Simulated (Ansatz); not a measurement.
## Electronic structure of BeS₄ in real space

Input file:

```
crystal:
  lattice:
    - [5.0924256513, 0.0, 0.0]
    - [-2.5462128257, 4.4101699809, 0.0]
    - [0.0, 0.0, 4.9074409893]
  atoms:
    - { symbol: Be, position: [0.0, 0.0, 0.0] }
    - { symbol: S, position: [0.3333333333, 0.6666666667, 0.6955791942] }
    - { symbol: S, position: [0.3333333333, 0.6666666667, 0.3044208058] }
    - { symbol: S, position: [0.6666666667, 0.3333333333, 0.3044208058] }
    - { symbol: S, position: [0.6666666667, 0.3333333333, 0.6955791942] }
basis:
  ecutwfc: 420
kpoints:
  mp_grid: { grid: [12, 12, 8] }
hamiltonian:
  xc: pbe
scf:
  occupations: { method: gaussian, width: 0.1 }
output:
  forces: true
  stress: true
  eigenvalues: true
  write_density: true
  write_potential: true
  elf: true
  volumetric_format: npy
relax:
  adjacent_minimum: "off"
  f_tol: 0.01
  max_steps: 80
  cell: { stress_tol: 0.05 }
```

Command:

```sh
ansatz run input.yaml --threads 1 --pin off --max-ram 2560MiB --backend cpu --events-out ev --progress --plain --runs-dir out
```

Below, planes, directions and counts refer to the conventional cell (a = 5.10 Å, b = 5.10 Å, c = 4.91 Å, α = 90.00°, β = 90.00°, γ = 120.00°).

Space group P6/mmm; a structure generated by program, which may or may not match a known phase.

Computed with DFT PBE, scalar-relativistic, plane waves, PAW (Ansatz).

The density is the valence pseudo-density of a PAW calculation; it isn't the true density close to the nuclei.

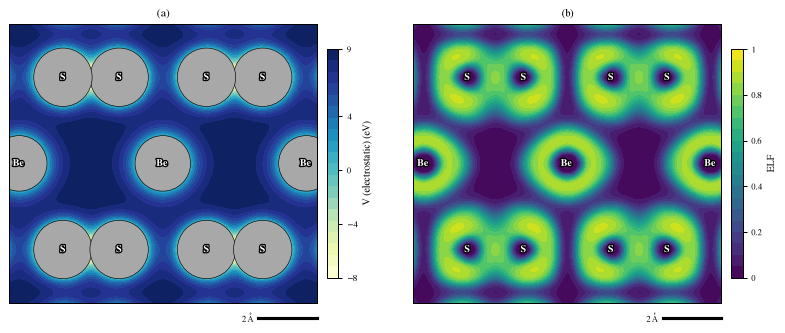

Figure 1. (a) electrostatic potential energy of an electron; (b) ELF on the (110) plane of the conventional cell. Grey discs cover the atomic cores in the potential map.

Interpret the plot.

Answer. The section cuts through Be and S sites. S–S (1.92 Å): the ELF peaks at about 0.80 between the atoms. Be–S (3.30 Å): the ELF is about 0.20 at the midpoint; no localised pair shows between them. The ELF also peaks beside S, away from the bonds: lone-pair regions. Outside the cores the potential energy rises away from the atoms and is highest about 2.3 Å from the nearest atoms; its zero is arbitrary.

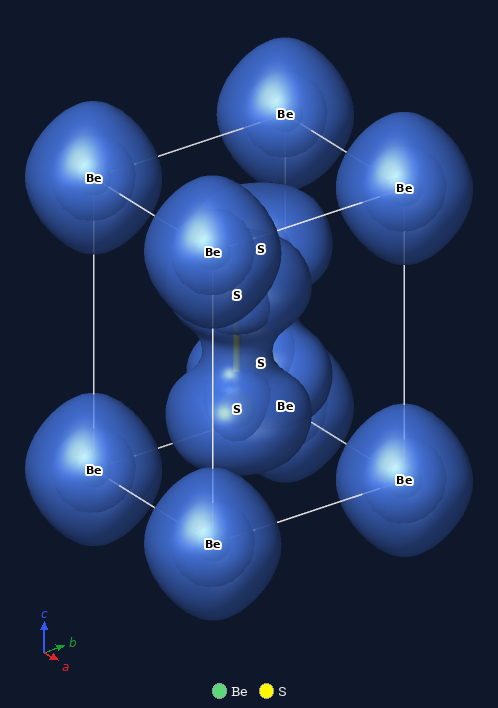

Figure 2. Isosurface of the electron localisation function at 0.7 (blue), seen slightly off an axis. Only the valence region is drawn (cores and ρ < 0.01 e/Å³ removed). Sticks mark near contacts.

Where are the electrons localised?

Answer. The surface consists of two regions between bonded S–S atoms and one region wrapped around Be (its valence shell), counted in one cell of 5 atoms. Any copies at cell faces, edges or corners count once.

Metal or insulator at this level of theory?

Answer. It is gapless in this calculation (a metal or semimetal).
